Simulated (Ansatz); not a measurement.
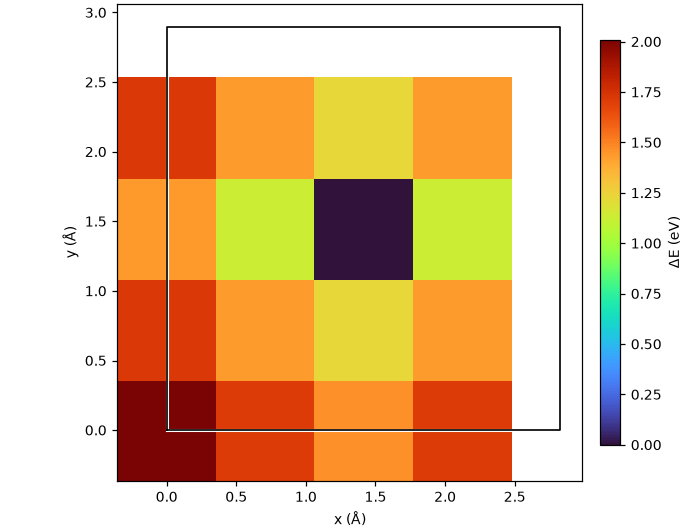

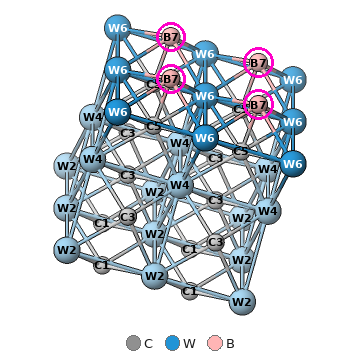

Energy landscape of B on a WC(100) slab cut from the P-6m2 phase (6 atoms of substrate and one adsorbate in a 1 × 1 cell). 
- One B atom a 1 × 1 cell is placed over a mesh of places on the rigid (1 0 0) surface, and only its height is relaxed.
- Places are given modulo a cell vector. The map is drawn in real space over the plane of the surface.
- The scan uses a 4 × 4 grid.
- Energies: eV, counted from the lowest grid point.
- With one adsorbate in each 1 × 1 cell, its nearest image is 2.8 Å away, so neighbouring adsorbates interact.
- Theory: DFT PBEsol, scalar-relativistic, plane waves, PAW in Ansatz 0.2.0.

In the figure: one coloured cell a grid point, the outline of one cell of the plane. The second picture is the structure at the lowest point; rings mark the moved atoms.

Where are the lowest and the highest points?

The lowest grid point is at a fourfold hollow over a second-layer C atom, (2/4, 2/4) of the cell vectors. The highest grid point, the top site over a surface W atom, (0/4, 0/4) of the cell vectors, lies 2.01 eV above the lowest. At the lowest point the adsorbate has 1 C at 1.69 Å as nearest neighbours, at the highest 1 W at 2.07 Å. Its relaxed height above the top atom is 0.91 Å at the lowest and 2.07 Å at the highest point.
